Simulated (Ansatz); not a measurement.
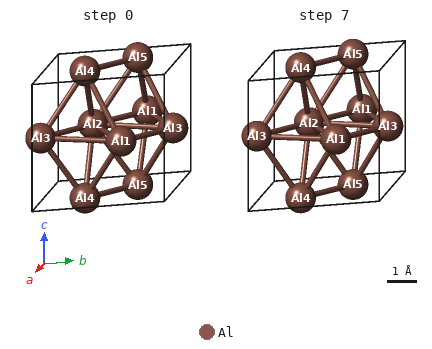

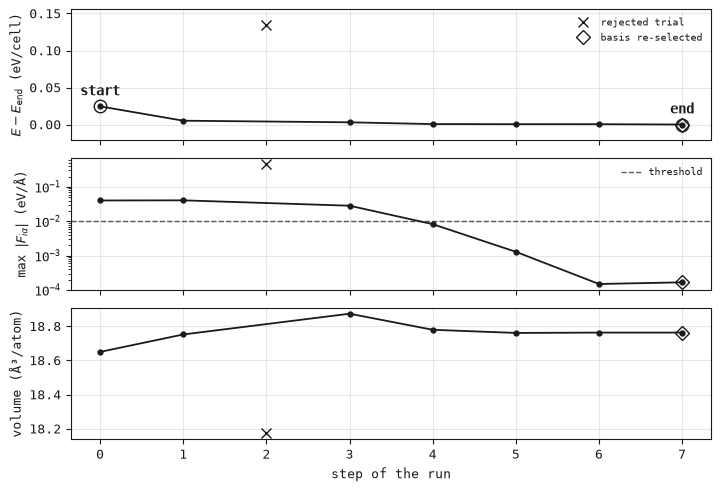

First and last geometry of a relaxation of a crystal of Al (built on the random type), with the history of the run. A ball-and-stick model of the cell of the calculation, seen slightly off an axis.

Case: random cell with space group P3 (No. 143).

Level of theory: Ansatz 0.2.0, DFT PBE, scalar-relativistic, plane waves, PAW. Set-up: plane-wave cutoff 420 eV; k-point mesh 9 × 9 × 8; occupations gaussian; smearing width 0.1 eV; no spin polarisation; cell and atoms relaxed; force threshold 0.01 eV/Å; at most 80 steps.

**What do the curves and the structures tell?**

It converged. The largest moves relative to the cell, 0.019 Å, are those of Al1, Al2 and Al3. Al2 goes along [1 1 0]. Cell: a = b 4.874 → 4.826 Å (−1.0 %), c 4.533 → 4.651 Å (+2.6 %). Volume +0.6 %. Among the contacts that change: Al1–Al2 2.840 → 2.795 Å, Al1–Al4 2.797 → 2.831 Å, Al4–Al5 2.814 → 2.786 Å, Al1–Al2 (another image) 2.762 → 2.768 Å. The space group stays P-62m (No. 189). Over 5 accepted moves (7 points after the start) the energy falls by 24.5 meV per cell of the calculation. Largest force component: 0.04 eV/Å at the start, 0.00017 eV/Å at the end. Pressure: 0.30 GPa at the start and 0.01 GPa at the end. The line search rejected the trial step at point 2 of the run. The SCF was repeated once at an unchanged geometry on a basis and grid sized afresh for the cell, which shifted the energy by 0.4 meV per cell of the calculation at most.
